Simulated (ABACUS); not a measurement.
K: single-point calculation at one volume of an equation of state (part 2 of 2)

Continued. System: K (Im-3m, 1 atom in the cell). Method: Kohn-Sham DFT of a periodic cell, PBE, PseudoDojo NC SR 0.4.1 PBE standard, no spin polarisation (ABACUS 3.10.1); cutoff 1360.57 eV, 7×7×7 k-mesh, fermi-dirac of 0.05 eV. The structure derives from a Materials Project entry. It belongs to a series of runs on one base structure; here: volume scaled by 1.06.

Geometry of the input (Å; fractional positions):
```
-2.7505  2.7505  2.7505
2.7505  -2.7505  2.7505
2.7505  2.7505  -2.7505
K  0.0000  0.0000  0.0000
```

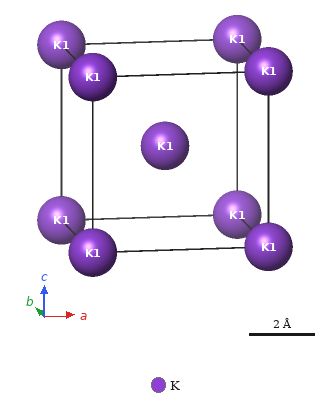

Fig. 1: The input geometry (ball-and-stick view of the cell 2 times as large as that of the calculation, set on its symmetry axes, seen slightly off an axis; atoms are numbered from 1 in the order of the input).

### The program's output, continued
```
----------------------------------------------------------

 LCAO ALGORITHM --------------- ION=   1  ELEC=   2--------------------------------

 Density error is 0.00765411956313
----------------------------------------------------------
     Energy           Rydberg                 eV
----------------------------------------------------------
 E_KohnSham     -60.1025594944       -817.7372735084
 E_Harris       -60.1528488093       -818.4214947388
 E_Fermi        0.1155383925         1.5719804757
----------------------------------------------------------

 LCAO ALGORITHM --------------- ION=   1  ELEC=   3--------------------------------

 Density error is 0.00426964905379
----------------------------------------------------------
     Energy           Rydberg                 eV
----------------------------------------------------------
 E_KohnSham     -60.1025612122       -817.7372968795
 E_Harris       -60.1302281627       -818.1137250524
 E_Fermi        0.1146767337         1.5602570058
----------------------------------------------------------

 LCAO ALGORITHM --------------- ION=   1  ELEC=   4--------------------------------

 Density error is 8.54778307577e-05
----------------------------------------------------------
     Energy           Rydberg                 eV
----------------------------------------------------------
 E_KohnSham     -60.1025619075       -817.7373063398
 E_Harris       -60.1024851081       -817.7362614298
 E_Fermi        0.1136572392         1.5463860717
----------------------------------------------------------

 LCAO ALGORITHM --------------- ION=   1  ELEC=   5--------------------------------

 Density error is 8.67873991529e-06
----------------------------------------------------------
     Energy           Rydberg                 eV
----------------------------------------------------------
 E_KohnSham     -60.1025619079       -817.7373063457
 E_Harris       -60.1026014369       -817.7378441654
 E_Fermi        0.1136656439         1.5465004245
----------------------------------------------------------

 LCAO ALGORITHM --------------- ION=   1  ELEC=   6--------------------------------

 Density error is 2.75283322418e-06
----------------------------------------------------------
     Energy           Rydberg                 eV
----------------------------------------------------------
 E_KohnSham     -60.1025619079       -817.7373063456
 E_Harris       -60.1025413189       -817.7370262176
 E_Fermi        0.1136644993         1.5464848514
----------------------------------------------------------

 LCAO ALGORITHM --------------- ION=   1  ELEC=   7--------------------------------

 Density error is 2.00044344296e-07
----------------------------------------------------------
     Energy           Rydberg                 eV
----------------------------------------------------------
 E_KohnSham     -60.1025619079       -817.7373063456
 E_Harris       -60.1025606124       -817.7372887188
 E_Fermi        0.1136650615         1.5464924996
----------------------------------------------------------

 LCAO ALGORITHM --------------- ION=   1  ELEC=   8--------------------------------

 Density error is 1.78954390521e-09
----------------------------------------------------------
     Energy           Rydberg                 eV
----------------------------------------------------------
 E_KohnSham     -60.1025619079       -817.7373063456
 E_KS(sigma->0) -60.1023455853       -817.7343631258
 E_Harris       -60.1025619136       -817.7373064232
 E_band         -10.8208129073       -147.2247125312
 E_one_elec     -38.9669522198       -530.1725838830
 E_Hartree      19.9185749552        271.0061154305
 E_xc           -12.6967764328       -172.7485057180
 E_Ewald        -28.3569755653       -385.8164457355
 E_entropy(-TS) -0.0004326452        -0.0058864396
 E_descf        0.0000000000         0.0000000000
 E_exx          0.0000000000         0.0000000000
 E_Fermi        0.1136650991         1.5464930118
----------------------------------------------------------

 charge density convergence is achieved
 final etot is -817.73730635 eV
 EFERMI = 1.5464930118 eV

 STATE ENERGY(eV) AND OCCUPATIONS    NSPIN == 1
 1/20 kpoint (Cartesian) = 0.0000 0.0000 0.0000 (2361 pws)
       1       -30.8815     0.00583090
       2       -14.3374     0.00583090
       3       -14.3374     0.00583090
       4       -14.3374     0.00583090
       5      -0.645806     0.00583090
       6        6.59419    8.35532e-47
       7        6.59419    8.35532e-47
       8        6.59419    8.35532e-47
       9        7.25928    1.39670e-52

 2/20 kpoint (Cartesian) = 0.025970 -0.025970 0.0000 (2386 pws)
       1       -30.8811      0.0699708
       2       -14.3455      0.0699708
       3       -14.3402      0.0699708
       4       -14.3373      0.0699708
       5      -0.414859      0.0699708
       6        6.52377    4.10039e-45
       7        6.60535    8.02030e-46
       8        6.78688    2.12542e-47
       9        7.19393    6.19266e-51

 3/20 kpoint (Cartesian) = 0.051939 -0.051939 0.0000 (2380 pws)
       1       -30.8802      0.0699708
       2       -14.3637      0.0699708
       3       -14.3465      0.0699708
       4       -14.3372      0.0699708
       5       0.275900      0.0699708
       6        6.36849    9.15301e-44
       7        6.64158    3.88650e-46
       8        7.08391    5.59152e-50
       9        7.26881    1.38526e-51

 4/20 kpoint (Cartesian) = 0.077909 -0.077909 0.0000 (2366 pws)
       1       -30.8794      0.0699708
       2       -14.3779      0.0699708
       3       -14.3515      0.0699708
       4       -14.3372      0.0699708
       5        1.44724      0.0615202
       6        6.24684    1.04292e-42
       7        6.68624    1.59088e-46
       8        7.31160    5.88610e-52
       9        7.45321    3.46597e-53

 5/20 kpoint (Cartesian) = 0.025970 0.025970 -0.051939 (2363 pws)
       1       -30.8804       0.139942
       2       -14.3580       0.139942
       3       -14.3434       0.139942
       4       -14.3393       0.139942
       5      0.0420362       0.139942
       6        6.46666    2.56978e-44
       7        6.53759    6.22078e-45
       8        7.13140    4.32605e-50
       9        7.14144    3.53837e-50

 6/20 kpoint (Cartesian) = 0.025970 0.051939 -0.077909 (2362 pws)
       1       -30.8796       0.279883
       2       -14.3717       0.279883
       3       -14.3508       0.279883
       4       -14.3399       0.279883
       5       0.986461       0.279880
       6        6.35167    5.12590e-43
       7        6.64628    1.41521e-45
       8        6.97682    1.90448e-48
       9        7.23551    1.07839e-50

[... levels at 14 further k points ...]

 correction force for each atom along direction 1 is 8.96153e-14
 correction force for each atom along direction 2 is -6.84280e-15
 correction force for each atom along direction 3 is -3.64675e-14
------------------------------------------------------------------------------------------
 TOTAL-FORCE (eV/Angstrom)
------------------------------------------------------------------------------------------
                        K1         0.0000000000         0.0000000000         0.0000000000
------------------------------------------------------------------------------------------

----------------------------------------------------------------
 TOTAL-STRESS (KBAR)
----------------------------------------------------------------
        -7.1591672655        -0.0000000000         0.0000000000
        -0.0000000000        -7.1591672655        -0.0000000000
         0.0000000000        -0.0000000000        -7.1591672655
----------------------------------------------------------------
 TOTAL-PRESSURE: -7.159167 KBAR

 --------------------------------------------
 !FINAL_ETOT_IS -817.7373063456481077 eV
 --------------------------------------------
```

### Standard output
```
ABACUS v3.10.1

               Atomic-orbital Based Ab-initio Computation at UStc

%%%%%%%%%%%%%%%%%%%%%%%%%%%%%%%%%%%%%%%%%%%%%%%%%%%%%%%%%%%%%%%%%%%%%%%%%%%%%%%%%%%%%%%%%%%%%%%%%%%%%%%%%
 Warning: the number of valence electrons in pseudopotential > 1 for K: [Ar] 4s1
 Pseudopotentials with additional electrons can yield (more) accurate outcomes, but may be less efficient.
 If you're confident that your chosen pseudopotential is appropriate, you can safely ignore this warning.
%%%%%%%%%%%%%%%%%%%%%%%%%%%%%%%%%%%%%%%%%%%%%%%%%%%%%%%%%%%%%%%%%%%%%%%%%%%%%%%%%%%%%%%%%%%%%%%%%%%%%%%%%

 UNIFORM GRID DIM        : 60 * 60 * 60
 UNIFORM GRID DIM(BIG)   : 20 * 20 * 20
 ---------------------------------------------------------
 Self-consistent calculations for electrons
 ---------------------------------------------------------
 SPIN    KPOINTS         PROCESSORS  THREADS     NBASE
 1       20              4           4           14
 ---------------------------------------------------------
 Use Systematically Improvable Atomic bases
 ---------------------------------------------------------
 ELEMENT ORBITALS        NBASE       NATOM       XC
 K       3s2p1d-10au     14          1
 ---------------------------------------------------------
 Initial plane wave basis and FFT box
 ---------------------------------------------------------
 -------------------------------------------
 SELF-CONSISTENT :
 -------------------------------------------
 START CHARGE      : atomic
 ITER       ETOT/eV          EDIFF/eV         DRHO     TIME/s
 GE1     -8.17735539e+02   0.00000000e+00   1.4407e-02   0.28
 GE2     -8.17737274e+02  -1.73426020e-03   7.6541e-03   0.26
 GE3     -8.17737297e+02  -2.33710402e-05   4.2696e-03   0.26
 GE4     -8.17737306e+02  -9.46038215e-06   8.5478e-05   0.27
 GE5     -8.17737306e+02  -5.82423980e-09   8.6787e-06   0.27
 GE6     -8.17737306e+02   3.23858901e-11   2.7528e-06   0.27
 GE7     -8.17737306e+02  -2.70688037e-12   2.0004e-07   0.29
 GE8     -8.17737306e+02  -8.21731540e-12   1.7895e-09   0.26
----------------------------------------------------------------
 TOTAL-STRESS (KBAR)
----------------------------------------------------------------
        -7.1591672655        -0.0000000000         0.0000000000
        -0.0000000000        -7.1591672655        -0.0000000000
         0.0000000000        -0.0000000000        -7.1591672655
----------------------------------------------------------------
 TOTAL-PRESSURE: -7.159167 KBAR
```

### Summary

```json
{"quantity": "outcome", "value": "converged"}
{"quantity": "space group (tolerance 0.01 Å)", "value": "Im-3m (229)"}
{"quantity": "electrons treated", "value": "9"}
{"quantity": "free energy", "value": "−817.7373 eV"}
{"quantity": "Fermi energy", "value": "1.546 eV"}
{"quantity": "gap on the k-point mesh", "value": "none (metallic)"}
{"quantity": "pressure", "value": "−0.72 GPa"}
{"quantity": "largest force (length of the vector)", "value": "under 0.001 eV/Å"}
{"quantity": "hardware", "value": "4 threads of Intel Xeon @ 2.80GHz (Skylake/Cascade Lake), 24 GiB of memory available, shared host"}
{"quantity": "wall time", "value": "3 s (CPU time 12 s)"}
{"quantity": "peak memory", "value": "0.4 GiB"}
```

Points of doubt noted for this run: home made orbitals.
